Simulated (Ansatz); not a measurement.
## Run report: SnGe2, single-point calculation

The run: single-point calculation of SnGe2 (P-3m1, 12 atoms in the cell). Method and program: DFT PBE, scalar-relativistic, plane waves, PAW, no spin polarisation (Ansatz 0.2.0).

The structure was made by a generator, so it may or may not be a known phase. Figures and captions count atoms from 1; the log counts them from 0 in places.

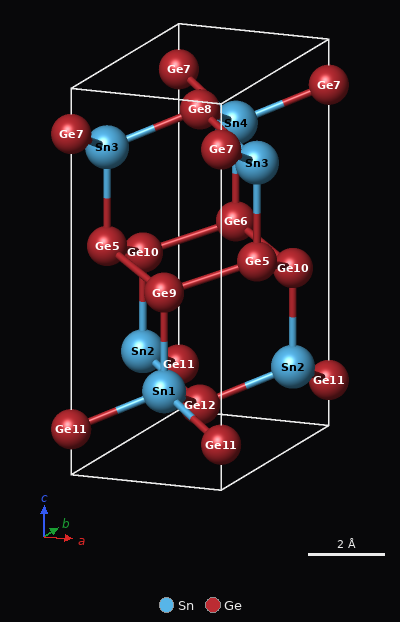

**Figure 1.** The input geometry (ball-and-stick view of the cell of the calculation, seen slightly off an axis; atoms are numbered from 1 in the order of the input). An atom can appear more than once, as a periodic image. Near neighbours in the periodic cell (some may lie outside the picture): Sn has 4 Ge at 2.65 to 2.70 Å; Ge has 3 Ge at 2.59 Å and 1 Sn at 2.70 Å; Ge has 1 Ge at 2.49 Å and 3 Sn at 2.65 Å.

Input
```yaml
crystal:
  lattice:
    - [4.2927116019, 0.0, 0.0]
    - [0.0, 7.4351945967, 0.0]
    - [0.0, 0.0, 10.5483878]
  atoms:
    - { symbol: Sn, position: [0.5, 0.1666666667, 0.208051] }
    - { symbol: Sn, position: [1.0, 0.6666666667, 0.208051] }
    - { symbol: Sn, position: [1.0, 0.3333333333, 0.791949] }
    - { symbol: Sn, position: [0.5, 0.8333333333, 0.791949] }
    - { symbol: Ge, position: [1.0, 0.3333333333, 0.536403] }
    - { symbol: Ge, position: [0.5, 0.8333333333, 0.536403] }
    - { symbol: Ge, position: [0.0, 0.0, 0.882099] }
    - { symbol: Ge, position: [0.5, 0.5, 0.882099] }
    - { symbol: Ge, position: [0.5, 0.1666666667, 0.463597] }
    - { symbol: Ge, position: [1.0, 0.6666666667, 0.463597] }
    - { symbol: Ge, position: [0.0, 0.0, 0.117901] }
    - { symbol: Ge, position: [0.5, 0.5, 0.117901] }
basis:
  ecutwfc: 420
kpoints:
  mp_grid: { grid: [6, 4, 2] }
hamiltonian:
  xc: pbe
scf:
  occupations: { method: gaussian, width: 0.2 }
  lower_state_search: "off"
output:
  forces: true
  stress: true
  eigenvalues: true
```

Run as:
```bash
ansatz run input.yaml --threads 4 --pin off --max-ram 8192MiB --backend cpu --events-out ev --progress --plain --runs-dir out
```

What the program printed
```
Engine: ansatz 0.2.0, x86_64-unknown-linux-gnu
Pseudopotentials: kind: paw
Pseudopotential: Sn, paw, valence charge 14, recommended cutoff 420 eV (normal), Sn.paw.azcp
Pseudopotential: Ge, paw, valence charge 14, recommended cutoff 420 eV (normal), Ge.paw.azcp
Functional definition: PBE
  parameter kappa = 0.804
  parameter beta = 0.06672455060314922
  exchange = pbe_x(kappa = kappa, mu = beta*pi^2/3)
  correlation = pbe_c(beta = beta)
Crystal: 12 atoms, lattice volume = 336.674 Å³
Basis set: ecut = 420 eV, 6545 PW (Γ), exchange–correlation on 60×100×144 points (8 copies of the dense FFT grid, shifted against one another)
Bands: 101, of which v1, the nominal top of the filled ones, is band 84 counted from 1 (83 counted from 0)
Symmetry: 8 space group operations
Space group: P-3m1 (ITA 164), of the structure as read, at distance tolerance 7.0e-5 Å
k-points: 24 of 48
Non-local potential: Sn, projectors of the file, l = 0: 2, l = 1: 2, l = 2: 2, l = 3: 2
Non-local potential: Ge, projectors of the file, l = 0: 2, l = 1: 2, l = 2: 3, l = 3: 1
PAW form: soft (Blöchl's): semilocal exchange-correlation on the pseudo side does not see the compensation charge
PAW one-centre angular grid: Sn, 590 points (default); XC on 64 Gauss nodes
PAW one-centre angular grid: Ge, 590 points (default); XC on 64 Gauss nodes
Initial density: superposition of atomic densities (neutral atoms: chi_scale 0, normalization atom), corrected by the library's trained network
Initial wavefunctions: pseudopotential atomic-orbital guess
Functional: x = pbe(κ = 0.804, μ = 0.2195149727645171), c = pbe(β = 0.06672455060314922)
SCF iter   1: F=—  HF=-58456.141689 eV  |F-HF|=—  |Δ(HF+E_count)|=         —  Δρ=1.65e-3  dr2=3.91e-2  ethr=1.77e-3  ⟨swp⟩=6.1  Hψ=8869  notcnv=0
preconditioner: auto → LDOS  [metal: Δε(μ)=0.050 eV  Ē_g=21.151 eV  σ=0.200 eV  W_gap=0.14  n_scr=78 (ndim 8)  ℏωp=26.2 eV  f_vac=0.097  D(μ)=1.35/eV (n_scr^D=4)  β→1.0]
SCF iter   2: F=—  HF=-58456.150220 eV  |F-HF|=—  |Δ(HF+E_count)|=   8.53e-3  Δρ=2.06e-3  dr2=9.28e-2  ethr=2.33e-5  ⟨swp⟩=2.2  Hψ=4612  notcnv=0  defer=2
SCF iter   3: F=—  HF=-58456.132751 eV  |F-HF|=—  |Δ(HF+E_count)|=   1.75e-2  Δρ=4.18e-4  dr2=2.94e-3  ethr=2.33e-5  ⟨swp⟩=2.0  Hψ=3264  notcnv=0  defer=2
SCF iter   4: F=—  HF=-58456.132319 eV  |F-HF|=—  |Δ(HF+E_count)|=   4.32e-4  Δρ=1.46e-4  dr2=1.52e-4  ethr=1.75e-6  ⟨swp⟩=2.0  Hψ=3265  notcnv=0  defer=2
SCF iter   5: F=—  HF=-58456.132261 eV  |F-HF|=—  |Δ(HF+E_count)|=   5.82e-5  Δρ=2.06e-5  dr2=1.77e-6  ethr=9.03e-8  ⟨swp⟩=2.0  Hψ=3780  notcnv=0  defer=2
SCF iter   6: F=—  HF=-58456.132186 eV  |F-HF|=—  |Δ(HF+E_count)|=   7.49e-5  Δρ=8.42e-6  dr2=2.29e-7  ethr=1.05e-9  ⟨swp⟩=2.0  Hψ=4012  notcnv=0
SCF iter   7: F=-58456.132186 eV  HF=-58456.132186 eV  |F-HF|=5.20e-9  |Δ(HF+E_count)|=   7.14e-8  Δρ=2.02e-6  dr2=1.46e-8  ethr=5.95e-11  ⟨swp⟩=10.5  Hψ=11999  notcnv=0
SCF 1 converged in 7 iterations: F = -58456.132186 eV  dr2 = 1.46e-8
  greatest PAW one-centre occupation: 0.998 electrons in one spin orbital (limit 2), on the Ge atom at site 9 (counted from 0), in its partial waves of l = 2
```

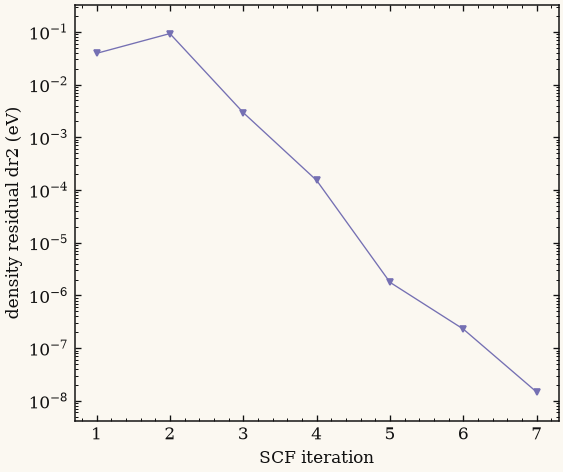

**Figure 2.** Convergence of the self-consistent field: density residual dr2 against the SCF iteration. The residual comes down, with one marked jump up, by a factor of about 2.5, at step 2.

```
SCF converged after 7 iterations
Free energy (F): -58456.132186 eV
Harris-Foulkes:  -58456.132186 eV  (|F-HF|=5.20e-9)
Internal energy: -58456.105149 eV  (E = F + TS)
E sigma→0 (E₀):  -58456.118667 eV
Entropy (-TS):   -0.027037 eV (-2.253 meV/atom)
Fermi energy:    7.476861 eV
--- Per-component energies (eV) ---
  E_band       = -1805.713340
  E_kinetic    = 1631.816323
  E_local      = -25107.313718  (includes V_loc(G=0)·N_el)
  E_nonlocal   = 3213.016980
  E_hartree    = 11637.467831
  E_xc         = -2128.261185
  E_vxc        = -892.786437  (∫ρ·V_xc dr)
  E_paw        = -32705.468813  (= ΣΔE_a)
  E_vpaw       = -3925.381697  (= ΣTr[D̂ρ^β])
  E_aug_tail   = 0.002130  (compensation charges beyond the density's cutoff)
  E_ewald      = -14997.364698
  E_smearing   = -0.027037  (= −TS)
  E_closure    = -0.000000  (closes the sum)
  Σ components = -58456.132186   (vs F -58456.132186, Δ=0.00e0)
--- Forces (eV/Å), atoms counted from 1 ---
  atom   1  Sn     0.00000000    -0.00882930     0.02497860
  atom   2  Sn     0.00000000    -0.00882930     0.02497860
  atom   3  Sn    -0.00000000     0.00882930    -0.02497860
  atom   4  Sn    -0.00000000     0.00882930    -0.02497860
  atom   5  Ge     0.00000000    -0.01508391    -0.06382205
  atom   6  Ge     0.00000000    -0.01508391    -0.06382205
  atom   7  Ge     0.00000000    -0.01100590     0.03004961
  atom   8  Ge     0.00000000    -0.01100590     0.03004961
  atom   9  Ge     0.00000000     0.01508391     0.06382205
  atom  10  Ge     0.00000000     0.01508391     0.06382205
  atom  11  Ge     0.00000000     0.01100590    -0.03004961
  atom  12  Ge     0.00000000     0.01100590    -0.03004961
  max |Σ_I F_I| component: 2.08e-17 eV/Å
--- Stress (GPa, compression-positive) ---
        0.206279       0.000000       0.000000
        0.000000       0.053107      -0.001087
        0.000000      -0.001087      -0.038700
  P = ⅓ Tr σ = 0.0736 GPa (0.736 kbar)
--- Band table (eV; the first three rows and the last of 24) ---
  k-point 0: bands = ["-17.2792", "-17.2628", "-17.2619", "-17.2614", "-17.2368", "-17.2210", "-17.2199", "-17.2020", "-17.2012", "-17.1906", "-17.1677", "-17.1447", "-17.1444", "-17.1226", "-17.1185", "-17.1172", "-17.1015", "-17.1000", "-17.0995", "-17.0909", "-17.0904", "-17.0779", "-17.0195", "-17.0190", "-17.0177", "-17.0167", "-16.9871", "-16.9868", "-16.9857", "-16.9857", "-16.9732", "-16.9732", "-16.9723", "-16.9713", "-16.9375", "-16.9366", "-16.9359", "-16.9335", "-16.8866", "-16.8860", "-13.9369", "-13.9348", "-13.9250", "-13.9239", "-13.9201", "-13.9195", "-13.9191", "-13.9184", "-13.9081", "-13.9075", "-13.9063", "-13.9051", "-13.8914", "-13.8912", "-13.8861", "-13.8855", "-13.8850", "-13.8844", "-13.8838", "-13.8833", "-4.0277", "-3.1773", "-2.6667", "-2.2491", "-2.1209", "-0.6722", "-0.6005", "0.8513", "0.8933", "1.7839", "2.0137", "4.6488", "4.8896", "4.9024", "4.9553", "5.6778", "6.0939", "6.2092", "6.3756", "6.3780", "6.6118", "6.6136", "7.5001", "7.6942", "7.6961", "7.7565", "7.9127", "8.2498", "8.3212", "8.7184", "9.1772", "9.8943", "9.8946", "9.9544", "10.8583", "11.0510", "11.0528", "11.0532", "11.1139", "11.1140", "12.0222"]
  k-point 1: bands = ["-17.2792", "-17.2628", "-17.2619", "-17.2614", "-17.2368", "-17.2210", "-17.2199", "-17.2020", "-17.2012", "-17.1906", "-17.1677", "-17.1447", "-17.1444", "-17.1226", "-17.1185", "-17.1172", "-17.1015", "-17.1000", "-17.0995", "-17.0908", "-17.0904", "-17.0779", "-17.0195", "-17.0190", "-17.0177", "-17.0167", "-16.9871", "-16.9868", "-16.9857", "-16.9857", "-16.9732", "-16.9732", "-16.9723", "-16.9713", "-16.9375", "-16.9366", "-16.9359", "-16.9335", "-16.8866", "-16.8860", "-13.9368", "-13.9348", "-13.9246", "-13.9243", "-13.9201", "-13.9195", "-13.9190", "-13.9184", "-13.9085", "-13.9072", "-13.9062", "-13.9052", "-13.8914", "-13.8912", "-13.8860", "-13.8856", "-13.8849", "-13.8845", "-13.8837", "-13.8834", "-3.7583", "-3.7422", "-2.3310", "-2.2031", "-1.9172", "-1.2456", "0.0779", "0.6460", "0.7456", "0.8017", "4.1177", "4.3059", "4.3864", "4.5609", "5.0873", "5.2344", "6.2687", "6.2710", "6.3033", "6.4028", "6.8740", "6.8761", "7.0463", "7.3541", "7.4438", "7.4455", "7.9249", "8.5611", "8.6702", "8.6973", "9.9171", "9.9786", "10.3159", "10.3159", "10.7389", "10.7395", "10.8148", "11.0325", "11.0852", "11.0982", "11.0988"]
  k-point 2: bands = ["-17.2775", "-17.2656", "-17.2656", "-17.2646", "-17.2307", "-17.2185", "-17.2139", "-17.2017", "-17.2011", "-17.1937", "-17.1650", "-17.1477", "-17.1419", "-17.1283", "-17.1244", "-17.1241", "-17.0970", "-17.0961", "-17.0935", "-17.0908", "-17.0904", "-17.0798", "-17.0194", "-17.0191", "-17.0176", "-17.0169", "-16.9869", "-16.9866", "-16.9859", "-16.9858", "-16.9731", "-16.9729", "-16.9725", "-16.9716", "-16.9373", "-16.9367", "-16.9355", "-16.9338", "-16.8865", "-16.8861", "-13.9352", "-13.9333", "-13.9269", "-13.9258", "-13.9181", "-13.9172", "-13.9169", "-13.9162", "-13.9097", "-13.9089", "-13.9078", "-13.9066", "-13.8908", "-13.8905", "-13.8869", "-13.8865", "-13.8852", "-13.8846", "-13.8844", "-13.8839", "-3.8837", "-3.0418", "-2.8259", "-2.5164", "-2.1734", "-1.4237", "0.2621", "0.9192", "1.6775", "1.9326", "1.9705", "4.2495", "4.7692", "4.8637", "5.0334", "5.4204", "5.6093", "5.8057", "5.8059", "5.9995", "6.2493", "6.5209", "7.1932", "7.3068", "7.9701", "8.2669", "8.7294", "8.8091", "8.9588", "8.9902", "9.2499", "9.9092", "10.3938", "10.4166", "10.5432", "10.7960", "11.2012", "11.2458", "11.4769", "11.8340", "11.9092"]
  k-point 23: bands = ["-17.2794", "-17.2794", "-17.2615", "-17.2615", "-17.2369", "-17.2369", "-17.2023", "-17.2023", "-17.1917", "-17.1917", "-17.1458", "-17.1458", "-17.1442", "-17.1442", "-17.1223", "-17.1223", "-17.1003", "-17.1003", "-17.0908", "-17.0908", "-17.0780", "-17.0780", "-17.0186", "-17.0186", "-17.0170", "-17.0170", "-16.9859", "-16.9859", "-16.9855", "-16.9855", "-16.9723", "-16.9723", "-16.9714", "-16.9714", "-16.9358", "-16.9358", "-16.9342", "-16.9342", "-16.8866", "-16.8866", "-13.9368", "-13.9368", "-13.9349", "-13.9349", "-13.9082", "-13.9082", "-13.9073", "-13.9073", "-13.9067", "-13.9067", "-13.9063", "-13.9063", "-13.8904", "-13.8904", "-13.8902", "-13.8902", "-13.8840", "-13.8840", "-13.8837", "-13.8837", "-2.3316", "-2.3316", "-1.9179", "-1.9179", "-1.2454", "-1.2454", "0.0788", "0.0788", "0.7469", "0.7469", "0.8020", "0.8020", "4.3068", "4.3068", "4.3868", "4.3868", "5.0862", "5.0862", "5.2335", "5.2335", "6.3034", "6.3034", "6.4018", "6.4018", "7.3542", "7.3542", "8.5602", "8.5602", "8.6964", "8.6964", "9.9178", "9.9178", "9.9797", "9.9797", "11.0319", "11.0319", "11.0843", "11.0843", "13.3116", "13.3116", "13.8943"]
```

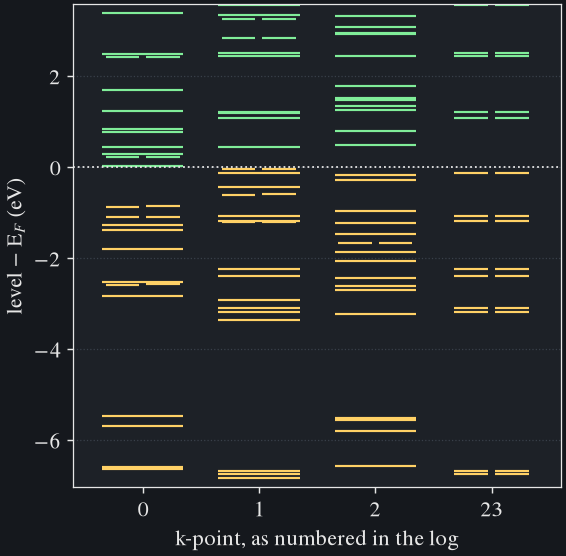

**Figure 3.** Kohn–Sham levels near the Fermi level (dotted) at the few k-points that the log prints; levels within 0.02 eV of each other stand side by side. The system is metallic on the full mesh.

Summary

- outcome: converged
- space group (tolerance 0.01 Å): P-3m1 (164)
- electrons treated: 168
- free energy: −58456.1322 eV
- Fermi energy: 7.477 eV
- gap on the k-point mesh: none (metallic)
- pressure: 0.07 GPa
- largest force (length of the vector): 0.066 eV/Å
- hardware: 4 threads of Intel Xeon @ 2.50GHz (Skylake/Cascade Lake), 176 GiB of memory available, shared host
- wall time: 17 s (CPU time 59 s)
- peak memory: 1.4 GiB
